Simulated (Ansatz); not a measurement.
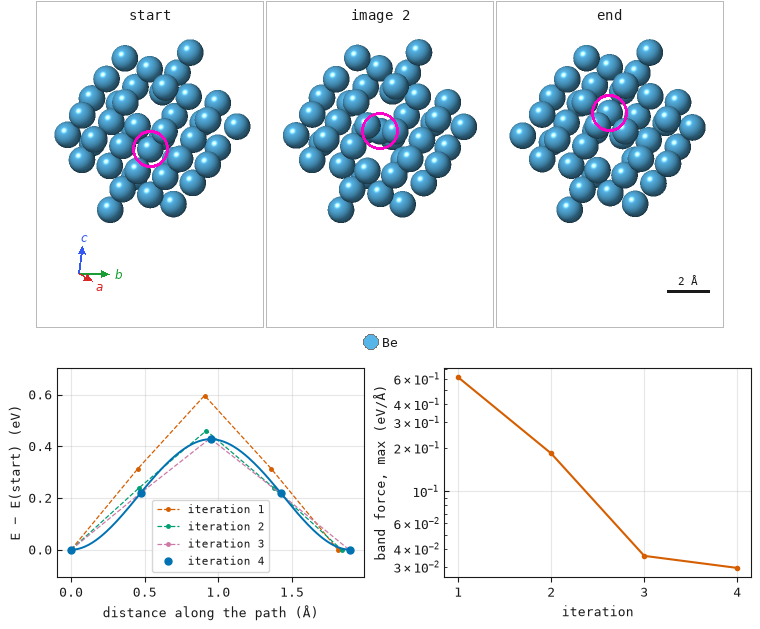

NEB run on a defect cell of composition Be with a Be vacancy (23 atoms in the cell). Images are numbered from 0 (start) to 4 (end). The plot follows the band through its iterations. The picture is a spheres-only view of the atoms within 4.5 Å of the middle of the path, seen slightly off an axis. The moving atom is ringed, with any periodic copies.

These are results of DFT PBEsol, scalar-relativistic, plane waves, PAW (Ansatz 0.2.0), not measurements. Set-up: plane-wave cutoff 420 eV; k-point mesh 6 × 6 × 4; Gaussian smearing 0.1 eV; 3 movable images; climbing image from the first iteration; force threshold 0.05 eV/Å; iteration limit 60.

Q: How did the profile develop, and is the result final?

A: The run is converged, with reservations. The band converged in 4 iterations. The largest component of the band force went from 0.62 to 0.03 eV/Å. The climbing image converged on the top of the path. Its curvatures weren't checked. The first iteration put the highest image at 0.60 eV. The two ends have the same energy, and the highest point, image 2, lies 0.43 eV above the start.

Limits of the set-up: the periodic images lie only 6.1 Å apart, so the values are limited by the cell's size.

Cost: 2.7 min on 4 threads of Intel(R) Xeon(R) Platinum 8259CL CPU @ 2.50GHz (Skylake/Cascade Lake), on a shared host, peak memory 2.1 GiB.
